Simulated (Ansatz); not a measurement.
System: a (110) slab cut from AlAs (F-43m), ended by AlAs planes, 16 atoms in the cell, the slab at its places in the relaxed adsorbed structure.

```xyz
16
Lattice="8.0104 0.0000 0.0000 0.0000 5.6642 0.0000 0.0000 0.0000 24.0078" Properties=species:S:1:pos:R:3 pbc="T T T"
Al    2.0026    2.8321    8.0000
Al    6.0078    2.8321    8.0000
As    4.0052    1.4160    8.0000
As    0.0000    1.4160    8.0000
Al    4.0052    0.0000   10.0026
Al    0.0000    0.0000   10.0026
As    6.0078    4.2481   10.0026
As    2.0026    4.2481   10.0026
Al    6.0427    2.9253   12.1834
Al    1.9666    2.7399   11.9495
As   -0.0494    1.4042   11.9650
As    4.0231    1.3972   12.1085
Al    0.0819    0.1456   14.0380
Al    4.1080   -0.4946   13.6732
As    1.9069    4.0597   14.0216
As    6.1718    4.1836   14.3640
```

Ansatz 0.2.0; DFT PBE+D3(BJ), scalar-relativistic, plane waves, PAW, no spin polarisation, 2×3×1 k mesh, 420 eV cutoff, Gaussian smearing of 0.05 eV.

What does the potential across the slab give for the band edges against vacuum?

From the vacuum level at the right face the ionisation potential is 5.02 eV and the electron affinity 4.30 eV; at the left face they are 4.79 and 4.08 eV. The slab's gap, their difference before rounding, is 0.71 eV. The vacuum levels differ by 0.23 eV, so the slab carries a dipole along its normal. The outermost atoms are 6.4 Å apart, which leaves 17.6 Å of vacuum in a cell 24.0 Å high.

The atoms aren't at rest in this cell (largest force 1.8 eV/Å), so the relaxed material can differ.

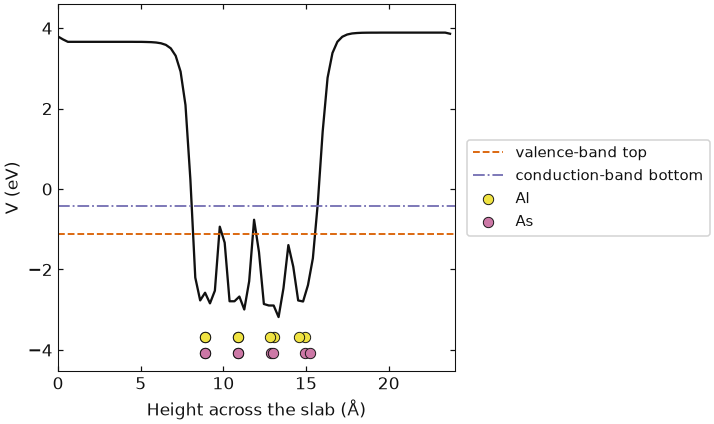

Plane-averaged electrostatic potential energy of an electron across the slab; circles at the bottom mark the heights of the atoms.
